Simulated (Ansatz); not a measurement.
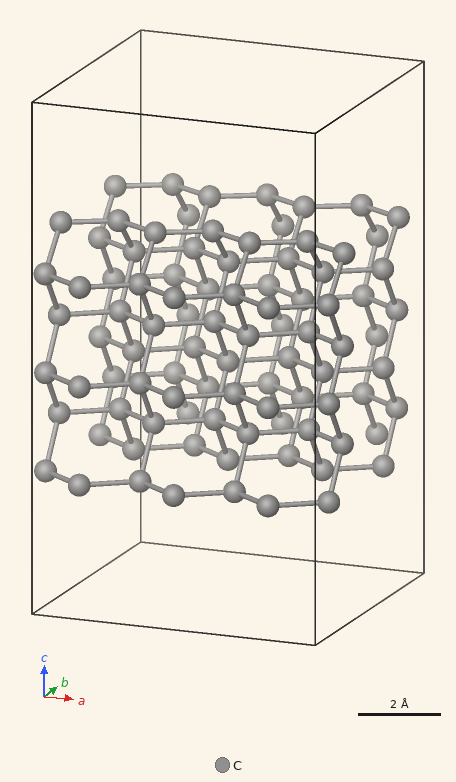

Figure 1. The input geometry (ball-and-stick view of the 3 × 2 repeat of the cell, with the vacuum cut short, seen slightly off an axis).

**Single-point calculation of C (part 1 of 2)**

The run: single-point calculation of C (slab, 12 atoms in the cell). Method and program: DFT, PBEsol, plane waves, PAW, spin-polarised (Ansatz 0.2.0).

The structure derives from an entry of the Crystallography Open Database. Some settings of this run were made unusual or wrong on purpose.

### Input file
```yaml
crystal:
  lattice:
    - [2.5129226041, 0.0, 0.0]
    - [0.0, 3.5538092279, 0.0]
    - [0.0, 0.0, 23.2823065103]
  atoms:
    - { symbol: C, position: [0.5, 0.0, 0.3650841035] }
    - { symbol: C, position: [0.0, 0.25, 0.3650841035] }
    - { symbol: C, position: [0.0, 0.5, 0.4190504621] }
    - { symbol: C, position: [0.5, 0.75, 0.4190504621] }
    - { symbol: C, position: [0.5, 0.0, 0.4730168207] }
    - { symbol: C, position: [0.0, 0.25, 0.4730168207] }
    - { symbol: C, position: [0.0, 0.5012213661, 0.5267440571] }
    - { symbol: C, position: [0.5, 0.7487786339, 0.5267440571] }
    - { symbol: C, position: [0.5, 0.0097937658, 0.5821259789] }
    - { symbol: C, position: [0.0, 0.2402062342, 0.5821259789] }
    - { symbol: C, position: [0.0, 0.5296167303, 0.627411252] }
    - { symbol: C, position: [0.5, 0.7203832697, 0.627411252] }
basis:
  ecutwfc: 420
kpoints:
  mp_grid: { grid: [11, 8, 1] }
hamiltonian:
  xc: pbesol
scf:
  occupations: { method: gaussian, width: 0.05 }
  max_iter: 60
output:
  forces: true
  eigenvalues: true
efield:
  axis: 3
  dipole_correction: true
  ramp_width: 0.04
magnetization:
  spin_polarized: true
  initial_magnetization: 7
```

Run as:
```bash
ansatz run input.yaml --threads 1 --pin off --max-ram 3072MiB --backend cpu --events-out ev --progress --plain --runs-dir out
```

### Log
```
Engine: ansatz 0.2.0, x86_64-unknown-linux-gnu
Pseudopotentials: kind: paw
Pseudopotential: C, paw, valence charge 4, recommended cutoff 420 eV (normal), C.paw.azcp
Functional definition: PBEsol
  exchange = pbesol_x
  correlation = pbesol_c
Crystal: 12 atoms, lattice volume = 207.921 Å³
Basis set: ecut = 420 eV, 4035 PW (Γ), exchange–correlation on 36×48×320 points (8 copies of the dense FFT grid, shifted against one another)
Bands: 40, of which v1, the nominal top of the filled ones, is band 24 counted from 1 (23 counted from 0)
Symmetry: 4 space group operations
k-points: 30 of 88
Non-local potential: C, projectors of the file, l = 0: 2, l = 1: 2, l = 2: 1
PAW form: soft (Blöchl's): semilocal exchange-correlation on the pseudo side does not see the compensation charge
PAW frozen core: C, regenerated for the run's functional, and the local potential with it (the file was generated under x = pbe(κ = 0.804, μ = 0.2195149727645171), c = pbe(β = 0.06672455060314922))
PAW one-centre angular grid: C, 110 points (default); XC on 64 Gauss nodes
Initial density: superposition of atomic densities (neutral atoms: chi_scale 0, normalization atom)
Starting moments: Σ|m| = 7 μB on 12 of 12 sites
Initial wavefunctions: pseudopotential atomic-orbital guess
Functional: x = pbesol(κ = 0.804, μ = 0.12345679012345678), c = pbesol(β = 0.046)
```
